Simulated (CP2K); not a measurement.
# Single-point calculation, with input and output: GaN

- system: GaN (F-43m, 2 atoms in the cell)
- method: with the settings of its input (CP2K 2026.2)

The structure derives from a Materials Project entry. The geometry comes from this level: r2SCAN. It belongs to a series of runs on one base structure; here: ELECTRONIC_TEMPERATURE = 3000.

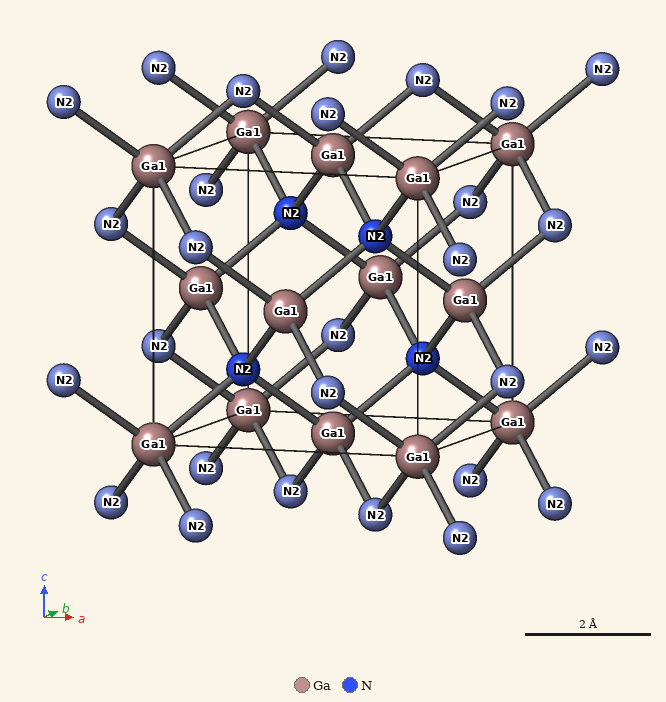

*The structure (ball-and-stick view of the cell 4 times as large as that of the calculation, set on its symmetry axes, seen slightly off an axis; neighbours outside the cell are drawn fainter; atoms are numbered from 1 in the order of the input).*

The input
```
&GLOBAL
 PROJECT run
 RUN_TYPE ENERGY_FORCE
 PRINT_LEVEL LOW
&END GLOBAL
&FORCE_EVAL
 METHOD QS
 STRESS_TENSOR ANALYTICAL
 &DFT
  BASIS_SET_FILE_NAME BASIS_MOLOPT
  POTENTIAL_FILE_NAME GTH_POTENTIALS
  &QS
   EXTRAPOLATION USE_GUESS
  &END QS
  &MGRID
   CUTOFF 500
   REL_CUTOFF 50
  &END MGRID
  &XC
   &XC_FUNCTIONAL PBE
   &END XC_FUNCTIONAL
  &END XC
  &KPOINTS
   SCHEME MONKHORST-PACK 5 5 5
   SYMMETRY F
   FULL_GRID F
  &END KPOINTS
  &SCF
   ADDED_MOS 8
   EPS_SCF 1e-6
   MAX_SCF 80
   &DIAGONALIZATION
   &END DIAGONALIZATION
   &MIXING
    METHOD BROYDEN_MIXING
    ALPHA 0.3
   &END MIXING
   &SMEAR
    METHOD FERMI_DIRAC
    ELECTRONIC_TEMPERATURE [K] 3000
   &END SMEAR
   &PRINT
    &ITERATION_INFO
    &END ITERATION_INFO
   &END PRINT
  &END SCF
  &PRINT
   &BAND_STRUCTURE
    FILE_NAME bands.bs
    ADDED_MOS 6
    &KPOINT_SET
     UNITS B_VECTOR
     SPECIAL_POINT 0.00000000 0.00000000 0.00000000
     NPOINTS 0
    &END KPOINT_SET
    &KPOINT_SET
     UNITS B_VECTOR
     SPECIAL_POINT -0.50000000 -0.50000000 0.00000000
     NPOINTS 0
    &END KPOINT_SET
    &KPOINT_SET
     UNITS B_VECTOR
     SPECIAL_POINT -0.37500000 -0.37500000 0.25000000
     NPOINTS 0
    &END KPOINT_SET
    &KPOINT_SET
     UNITS B_VECTOR
     SPECIAL_POINT -0.37500000 0.00000000 0.37500000
     NPOINTS 0
    &END KPOINT_SET
    &KPOINT_SET
     UNITS B_VECTOR
     SPECIAL_POINT 0.00000000 0.00000000 0.50000000
     NPOINTS 0
    &END KPOINT_SET
    &KPOINT_SET
     UNITS B_VECTOR
     SPECIAL_POINT -0.50000000 -0.25000000 0.25000000
     NPOINTS 0
    &END KPOINT_SET
   &END BAND_STRUCTURE
  &END PRINT
 &END DFT
 &SUBSYS
  &CELL
   A 3.18049931 0.00000000 0.00000000
   B 1.59024966 2.75439320 0.00000000
   C 1.59024966 0.91813107 2.59686682
  &END CELL
  &COORD
   SCALED
   Ga 0.00000000 -0.00000000 -0.00000000
   N 0.75000000 0.75000000 0.75000000
  &END COORD
  &KIND Ga
   BASIS_SET SZV-MOLOPT-SR-GTH
   POTENTIAL GTH-PBE
  &END KIND
  &KIND N
   BASIS_SET SZV-MOLOPT-SR-GTH
   POTENTIAL GTH-PBE
  &END KIND
 &END SUBSYS
 &PRINT
  &STRESS_TENSOR
  &END STRESS_TENSOR
  &FORCES
  &END FORCES
 &END PRINT
&END FORCE_EVAL
```

Run as:
```bash
cp2k.psmp -i run.inp
```

Output
```
odqykn

 CP2K| version string:                                       CP2K version 2026.2
 CP2K|            -lib tblite libvori libbqb
 CP2K| Input file name                                                   run.inp

 GLOBAL| Force Environment number                                              1
 GLOBAL| Cholesky decomposition library                                ScaLAPACK
 GLOBAL| Direct generalized diagonalization requested                          F
 GLOBAL| Matrix multiplication library                                 ScaLAPACK

 GENERATE|  Preliminary Number of Bonds generated:                             0
 GENERATE|  Achieved consistency in connectivity generation.

 *******************************************************************************
 *******************************************************************************
 **                                                                           **
 **     #####                         ##              ##                      **
 **    ##   ##            ##          ##              ##                      **
 **   ##     ##                       ##            ######                    **
 **   ##     ##  ##   ##  ##   #####  ##  ##   ####   ##    #####    #####    **
 **   ##     ##  ##   ##  ##  ##      ## ##   ##      ##   ##   ##  ##   ##   **
 **   ##  ## ##  ##   ##  ##  ##      ####     ###    ##   ######   ######    **
 **    ##  ###   ##   ##  ##  ##      ## ##      ##   ##   ##       ##        **
 **     #######   #####   ##   #####  ##  ##  ####    ##    #####   ##        **
 **           ##                                                    ##        **
 **                                                                           **
 **                                                ... make the atoms dance   **
 **                                                                           **
 **                      J. Chem. Phys. 152, 194103 (2020)                    **
 **                                                                           **
 *******************************************************************************

 *** available. The full set of unoccupied MOs will be used. Use           ***
 *** 'ADDED_MOS -1' to always use all available MOs and to get rid of this ***
 *** warning.                                                              ***

 TOTAL NUMBERS AND MAXIMUM NUMBERS

  Total number of            - Atomic kinds:                                   2
                             - Atoms:                                          2
                             - Shell sets:                                     2
                             - Shells:                                         5
                             - Primitive Cartesian functions:                 11
                             - Cartesian basis functions:                     14
                             - Spherical basis functions:                     13

  Maximum angular momentum of- Orbital basis functions:                        2
                             - Local part of the GTH pseudopotential:          2
                             - Non-local part of the GTH pseudopotential:      4

 SCF PARAMETERS         Density guess:                                    ATOMIC
                        --------------------------------------------------------
                        max_scf:                                              80
                        max_scf_history:                                       0
                        max_diis:                                              4
                        --------------------------------------------------------
                        eps_scf:                                        1.00E-06
                        eps_scf_history:                                0.00E+00
                        eps_diis:                                       1.00E-01
                        eps_eigval:                                     1.00E-05
                        --------------------------------------------------------
                        level_shift [a.u.]:                             0.000000
                        added MOs                                         4    0
                        --------------------------------------------------------
                        Mixing method:                            BROYDEN_MIXING
                                                charge density mixing in g-space
                        --------------------------------------------------------
                        Smear method:                                FERMI_DIRAC
                        Electronic temperature [K]:                       3000.0
                        Electronic temperature [a.u.]:                  9.50E-03
                        Accuracy threshold:                             1.00E-10
                        --------------------------------------------------------
                        No outer SCF

 Extrapolation method: initial_guess

 Number of electrons:                                                         18
 Number of occupied orbitals:                                                  9
 Number of molecular orbitals:                                                13

 Number of orbital functions:                                                 13
 Number of independent orbital functions:                                     13

 SCF WAVEFUNCTION OPTIMIZATION

  ------------------------------------------------------------------------------
     1 NoMix/Diag. 0.30E+00    0.3     1.38922493       -84.5198508366 -8.45E+01
     2 Broy./Diag. 0.30E+00    0.4     0.17073208       -83.9074869850  6.12E-01
     3 Broy./Diag. 0.30E+00    0.4     0.07361859       -84.4395525490 -5.32E-01
     4 Broy./Diag. 0.30E+00    0.4     0.00309208       -84.5232210272 -8.37E-02
     5 Broy./Diag. 0.30E+00    0.4     0.00299726       -84.5085572619  1.47E-02
     6 Broy./Diag. 0.30E+00    0.4     0.00003373       -84.5158541232 -7.30E-03
     7 Broy./Diag. 0.30E+00    0.4     0.00003404       -84.5157095431  1.45E-04
     8 Broy./Diag. 0.30E+00    0.4     0.00000206       -84.5158350255 -1.25E-04
     9 Broy./Diag. 0.30E+00    0.4     0.00000069       -84.5158560568 -2.10E-05

  *** SCF run converged in     9 steps ***

  Electronic density on regular grids:        -17.9999999092        0.0000000908
  Core density on regular grids:               17.9999999988       -0.0000000012
  Total charge density on r-space grids:        0.0000000896
  Total charge density g-space grids:           0.0000000896

  Overlap energy of the core charge distribution:               0.00000000567985
  Self energy of the core charge distribution:               -122.14453681889931
  Core Hamiltonian energy:                                     37.11393871490662
  Hartree energy:                                              13.38888750548282
  Exchange-correlation energy:                                -12.87405595732850
  Electronic entropic energy:                                  -0.00008950697552
  Fermi energy:                                                 0.30642128293805

  Total energy:                                               -84.51585605683650
  Total energy (extrapolated to T->0):                        -84.51581130334874

 KPOINTS| Band Structure Calculation
 KPOINTS| Number of k-point sets                                               6
 KPOINTS| Number of added MOs/bands                                            6
 KPOINTS| Number of k-points in set    1                                       1
 KPOINTS| In units of b-vector [2pi/Bohr]
 KPOINTS| Special point     1 not specifi     0.000000     0.000000     0.000000
 KPOINTS| Time for k-point line                                            0.002
 KPOINTS| Number of k-points in set    2                                       1
 KPOINTS| In units of b-vector [2pi/Bohr]
 KPOINTS| Special point     1 not specifi    -0.500000    -0.500000     0.000000
 KPOINTS| Time for k-point line                                            0.002
 KPOINTS| Number of k-points in set    3                                       1
 KPOINTS| In units of b-vector [2pi/Bohr]
 KPOINTS| Special point     1 not specifi    -0.375000    -0.375000     0.250000
 KPOINTS| Time for k-point line                                            0.002
 KPOINTS| Number of k-points in set    4                                       1
 KPOINTS| In units of b-vector [2pi/Bohr]
 KPOINTS| Special point     1 not specifi    -0.375000     0.000000     0.375000
 KPOINTS| Time for k-point line                                            0.002
 KPOINTS| Number of k-points in set    5                                       1
 KPOINTS| In units of b-vector [2pi/Bohr]
 KPOINTS| Special point     1 not specifi     0.000000     0.000000     0.500000
 KPOINTS| Time for k-point line                                            0.002
 KPOINTS| Number of k-points in set    6                                       1
 KPOINTS| In units of b-vector [2pi/Bohr]
 KPOINTS| Special point     1 not specifi    -0.500000    -0.250000     0.250000
 KPOINTS| Time for k-point line                                            0.002

 ENERGY| Total FORCE_EVAL ( QS ) energy [hartree]            -84.515855011585515

 FORCES| Atomic forces [hartree/bohr]
 FORCES|   Atom     x               y               z               |f|
 FORCES|      1  2.10111301E-05  1.20997636E-05  8.52683371E-06   2.57017268E-05
 FORCES|      2 -4.23699448E-05 -2.44312807E-05 -1.72465439E-05   5.18608039E-05
 FORCES| Sum    -2.13588147E-05 -1.23315171E-05 -8.71971016E-06
 FORCES| Total atomic force                                       2.61591022E-05

 STRESS| Analytical stress tensor [bar]
 STRESS|                        x                   y                   z
 STRESS|      x        1.34892893346E+05   8.65239738361E+02   6.11816911357E+02
 STRESS|      y        8.65239738361E+02   1.33890929816E+05   3.47954407527E+02
 STRESS|      z        6.11816911357E+02   3.47954407527E+02   1.33644310096E+05
 STRESS| 1/3 Trace                                             1.34142711086E+05
 STRESS| Determinant                                           2.41357505361E+15

 STRESS| Eigenvectors and eigenvalues of the analytical stress tensor [bar]
 STRESS|                        1                   2                   3
 STRESS| Eigenvalues   1.33389713267E+05   1.33398467782E+05   1.35639952210E+05
 STRESS|      x          -0.575998681478      0.014740056608      0.817317716477
 STRESS|      y           0.652408862298     -0.594135294029      0.470495407824
 STRESS|      z           0.492532430740      0.804230056091      0.332604602418
```

Summary

```csv
quantity,value
outcome,converged
space group (tolerance 0.01 Å),F-43m (216)
electrons treated,18
free energy,−2299.7936 eV
band gap,1.94 eV
pressure,13.41 GPa
largest force (length of the vector),0.003 eV/Å
hardware,"2 threads of Arm Neoverse V2, 24 GiB of memory available, shared host"
wall time,4.7 s (CPU time 8.5 s)
peak memory,0.2 GiB
```

Remarks

Settings chosen away from the usual ones: ELECTRONIC_TEMPERATURE = 3000. The cell is under a pressure of 13.4 GPa at this level, so it is not at its equilibrium volume.
